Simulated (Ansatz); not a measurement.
Given this structure:

```
Si
1.0
     3.12368    0.00000    0.00000
     0.00000    3.12368    0.00000
     0.00000    0.00000    2.53503
Si
2
Cartesian
  0.0000 0.0000 0.0000
  1.5618 1.5618 1.2675
```

### Work out the structure from the coordinates.

The element is silicon. The structure has I4/mmm (No. 139) symmetry and a body-centred tetragonal lattice. The cell holds two atoms. Numbers of contacts at bonding distance: Si 10.

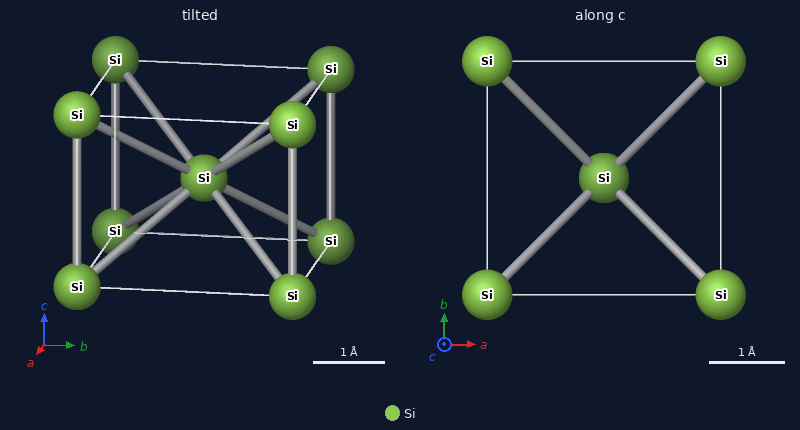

This ball-and-stick model is shown slightly off an axis and along the c axis. The parallelepiped is the conventional unit cell. Colours: silicon green.

The cell started as a structure listed in the Materials Project. The cell was then strained or its atoms displaced on purpose. It was the input of a calculation with Ansatz.

At this level of theory the cell isn't at rest (compressed, at 16 GPa), so its distances can differ from those at equilibrium, the more so the softer the solid.
